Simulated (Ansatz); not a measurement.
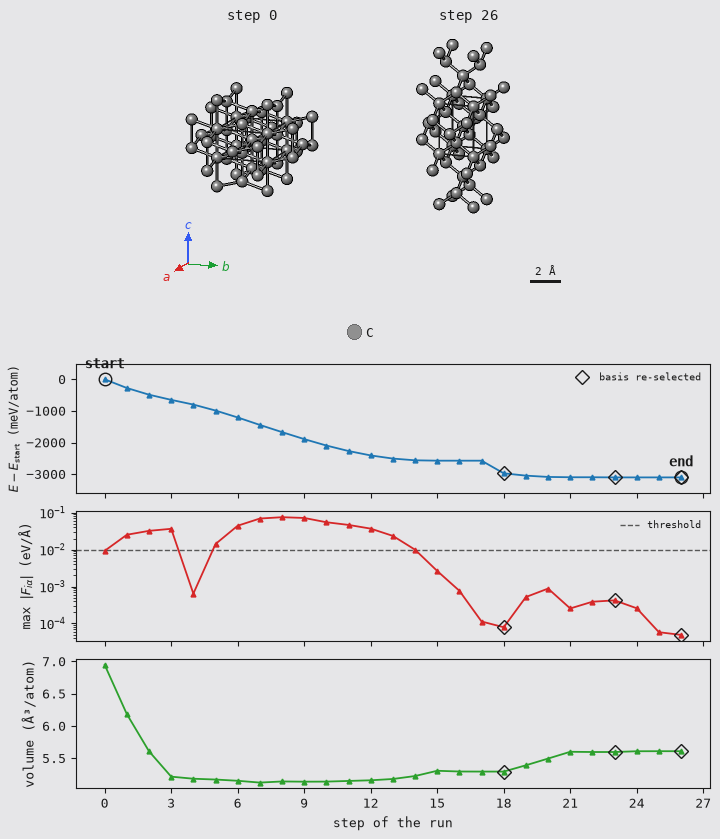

First and last geometry of a relaxation of crystalline C (a generated structure, set up in I4_1/amd), with the history of the run. Style: ball-and-stick. Shown: the conventional cell (2 times the calculation's cell), slightly off an axis. Lengths and directions refer to the drawn axes.

Phase: beta-Sn type.

All numbers below come from DFT, PBEsol, plane waves (420 eV) with PAW, scalar-relativistic in Ansatz.

Input file:
```yaml
crystal:
  lattice:
    - [-1.8529167617, 1.8529167617, 1.0116925519]
    - [1.8529167617, -1.8529167617, 1.0116925519]
    - [1.8529167617, 1.8529167617, -1.0116925519]
  atoms:
    - { symbol: C, position: [0.0, 0.0, 0.0] }
    - { symbol: C, position: [0.75, 0.25, 0.5] }
hamiltonian:
  xc: pbesol
  pseudopotentials:
    kind: paw
    azcp:
      C: "pseudopotentials/C.paw.azcp"
basis:
  ecutwfc: 420
  fft_grid_basis: typed
kpoints:
  mp_grid: { grid: [17, 17, 12], shift: [0, 0, 0] }
magnetization:
  spin_polarized: false
scf:
  occupations: { method: fermi_dirac, width: 0.1 }
relax:
  max_steps: 60
  f_tol: 0.01
  cell: {}
```

Question: What do the curves and the structures tell?

Answer: It converged. After 23 accepted moves (26 points after the start) the energy has fallen by 3102 meV per atom. Largest force component: 0.0093 eV/Å at the start, under 0.0001 eV/Å at the end. The pressure goes from −54.24 to 0.01 GPa. The SCF was repeated 3 times at an unchanged geometry on a basis and grid sized afresh for the cell, which shifted the energy by 400 meV per atom at most. The atoms keep their places relative to the cell (all moves are under 0.005 Å). Cell: a = b 3.706 → 2.513 Å (−32.2 %), c 2.023 → 3.554 Å (+75.6 %). Volume −19.2 %. Among the contacts that change: C1–C1 2.023 → 3.554 Å, C1–C2 1.921 → 1.539 Å. Bond angles that change, for instance: C2–C1–C2 149.5° → 109.5°, C2–C1–C2 94.0° → 109.5°. The space group (tolerance 0.01 Å) goes from I4_1/amd (No. 141) to Fd-3m (No. 227). The program noted that a PAW file was made for another functional than the run's.

```json
{"step": "0", "E − E(0), meV/atom": "0.00", "largest force component, eV/Å": "0.0093", "pressure, GPa": "-54.24", "volume, Å³/atom": "6.947", "note": ""}
{"step": "1", "E − E(0), meV/atom": "-274.18", "largest force component, eV/Å": "0.0253", "pressure, GPa": "-40.31", "volume, Å³/atom": "6.184", "note": ""}
{"step": "2", "E − E(0), meV/atom": "-486.26", "largest force component, eV/Å": "0.0322", "pressure, GPa": "-15.98", "volume, Å³/atom": "5.609", "note": ""}
{"step": "3", "E − E(0), meV/atom": "-649.67", "largest force component, eV/Å": "0.0366", "pressure, GPa": "16.98", "volume, Å³/atom": "5.216", "note": ""}
{"step": "4", "E − E(0), meV/atom": "-798.45", "largest force component, eV/Å": "0.0006", "pressure, GPa": "24.49", "volume, Å³/atom": "5.184", "note": ""}
{"step": "5", "E − E(0), meV/atom": "-987.51", "largest force component, eV/Å": "0.0142", "pressure, GPa": "29.45", "volume, Å³/atom": "5.171", "note": ""}
{"step": "6", "E − E(0), meV/atom": "-1206.11", "largest force component, eV/Å": "0.0444", "pressure, GPa": "34.42", "volume, Å³/atom": "5.152", "note": ""}
{"step": "7", "E − E(0), meV/atom": "-1442.49", "largest force component, eV/Å": "0.0695", "pressure, GPa": "38.58", "volume, Å³/atom": "5.124", "note": ""}
{"step": "8", "E − E(0), meV/atom": "-1670.01", "largest force component, eV/Å": "0.0755", "pressure, GPa": "36.57", "volume, Å³/atom": "5.142", "note": ""}
{"step": "9", "E − E(0), meV/atom": "-1890.86", "largest force component, eV/Å": "0.0721", "pressure, GPa": "35.95", "volume, Å³/atom": "5.138", "note": ""}
{"step": "10", "E − E(0), meV/atom": "-2094.23", "largest force component, eV/Å": "0.0551", "pressure, GPa": "33.92", "volume, Å³/atom": "5.139", "note": ""}
{"step": "11", "E − E(0), meV/atom": "-2267.75", "largest force component, eV/Å": "0.0467", "pressure, GPa": "30.07", "volume, Å³/atom": "5.150", "note": ""}
{"step": "12", "E − E(0), meV/atom": "-2407.40", "largest force component, eV/Å": "0.0370", "pressure, GPa": "25.57", "volume, Å³/atom": "5.160", "note": ""}
{"step": "13", "E − E(0), meV/atom": "-2506.60", "largest force component, eV/Å": "0.0235", "pressure, GPa": "19.43", "volume, Å³/atom": "5.180", "note": ""}
{"step": "14", "E − E(0), meV/atom": "-2561.24", "largest force component, eV/Å": "0.0100", "pressure, GPa": "10.29", "volume, Å³/atom": "5.226", "note": ""}
{"step": "15", "E − E(0), meV/atom": "-2573.02", "largest force component, eV/Å": "0.0026", "pressure, GPa": "-1.19", "volume, Å³/atom": "5.307", "note": ""}
{"step": "16", "E − E(0), meV/atom": "-2573.13", "largest force component, eV/Å": "0.0008", "pressure, GPa": "-0.11", "volume, Å³/atom": "5.296", "note": ""}
{"step": "17", "E − E(0), meV/atom": "-2573.14", "largest force component, eV/Å": "0.0001", "pressure, GPa": "-0.01", "volume, Å³/atom": "5.295", "note": ""}
{"step": "18", "E − E(0), meV/atom": "-2972.69", "largest force component, eV/Å": "0.0001", "pressure, GPa": "28.92", "volume, Å³/atom": "5.295", "note": "same geometry, new basis"}
{"step": "19", "E − E(0), meV/atom": "-3046.18", "largest force component, eV/Å": "0.0005", "pressure, GPa": "18.95", "volume, Å³/atom": "5.392", "note": ""}
{"step": "20", "E − E(0), meV/atom": "-3087.33", "largest force component, eV/Å": "0.0009", "pressure, GPa": "9.02", "volume, Å³/atom": "5.496", "note": ""}
{"step": "21", "E − E(0), meV/atom": "-3097.35", "largest force component, eV/Å": "0.0003", "pressure, GPa": "-0.30", "volume, Å³/atom": "5.601", "note": ""}
{"step": "22", "E − E(0), meV/atom": "-3097.44", "largest force component, eV/Å": "0.0004", "pressure, GPa": "0.00", "volume, Å³/atom": "5.598", "note": ""}
{"step": "23", "E − E(0), meV/atom": "-3102.03", "largest force component, eV/Å": "0.0004", "pressure, GPa": "1.02", "volume, Å³/atom": "5.598", "note": "same geometry, new basis"}
{"step": "24", "E − E(0), meV/atom": "-3102.03", "largest force component, eV/Å": "0.0003", "pressure, GPa": "0.05", "volume, Å³/atom": "5.610", "note": ""}
{"step": "25", "E − E(0), meV/atom": "-3102.03", "largest force component, eV/Å": "0.0001", "pressure, GPa": "0.00", "volume, Å³/atom": "5.610", "note": ""}
{"step": "26", "E − E(0), meV/atom": "-3102.11", "largest force component, eV/Å": "0.0000", "pressure, GPa": "0.01", "volume, Å³/atom": "5.610", "note": "same geometry, new basis"}
```
